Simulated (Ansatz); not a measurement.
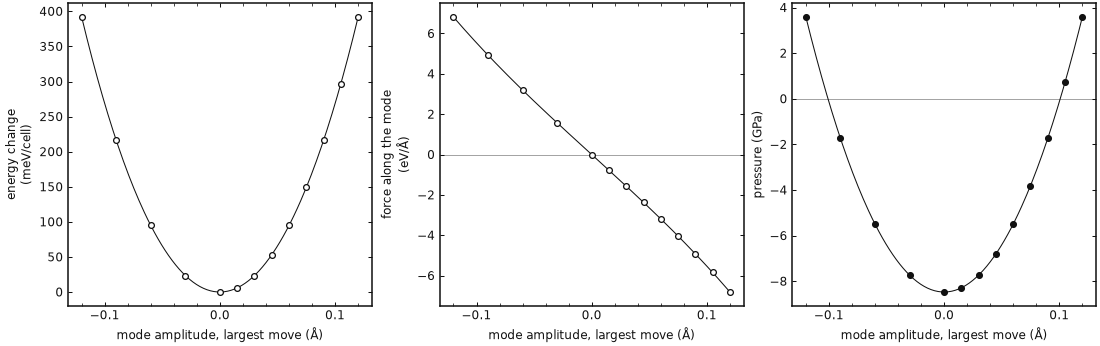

The picture above shows the energy change, force along the mode and pressure against mode amplitude for Ir, space group Fm-3m (No. 225).

Starting cell:
```yaml
crystal:
  lattice:
    - [0.00000, -1.91970, -1.91970]
    - [-1.91970, 0.00000, -1.91970]
    - [1.91970, 1.91970, -3.83940]
  atoms:
    - { symbol: Ir, position: [0.50000, 0.50000, 0.50000] }
    - { symbol: Ir, position: [0.00000, 0.00000, 0.00000] }
```

Displacement pattern for amplitude 1 (x, y, z for each atom, in the order of the cell):
| atom | x | y | z |
| --- | --- | --- | --- |
| Ir1 | −0.58 | −0.58 | 0.58 |
| Ir2 | 0.58 | 0.58 | −0.58 |

Computed with Ansatz 0.2.0: a normal mode of the cell frozen into a crystal at growing amplitude, by plane-wave density functional theory with PAW datasets, free energies less that of the undisturbed cell, pressure positive in compression; scalar-relativistic. Level: LDA, no spin polarisation.

- wave cutoff: 420 eV
- k mesh: 24×24×20
- occupations: Gaussian
- smearing width: 0.15 eV
- k shift: (0, 0, 0) (mesh steps)
- start: as given

The points at mode amplitude −0.09, −0.03, 0.06 and 0.12 follow from computed ones by symmetry.

### Does the undistorted structure sit at the bottom of the curve?

Yes: the energy rises on both sides of the starting structure, which is therefore a minimum along this path.

### How does the force along the mode vary with mode amplitude?

It falls from 6.8 eV/Å at mode amplitude −0.120 Å to −6.8 eV/Å at 0.120 Å, and changes sign near 0.000 Å.

### What does the pressure do across the range?

It goes from 3.6 GPa at mode amplitude −0.120 Å to 3.6 GPa at 0.120 Å, not monotonically, with a low of −8.5 GPa at 0.000 Å, and changes sign near −0.100 Å and 0.101 Å.

Keep in mind: reference crystal is not relaxed.
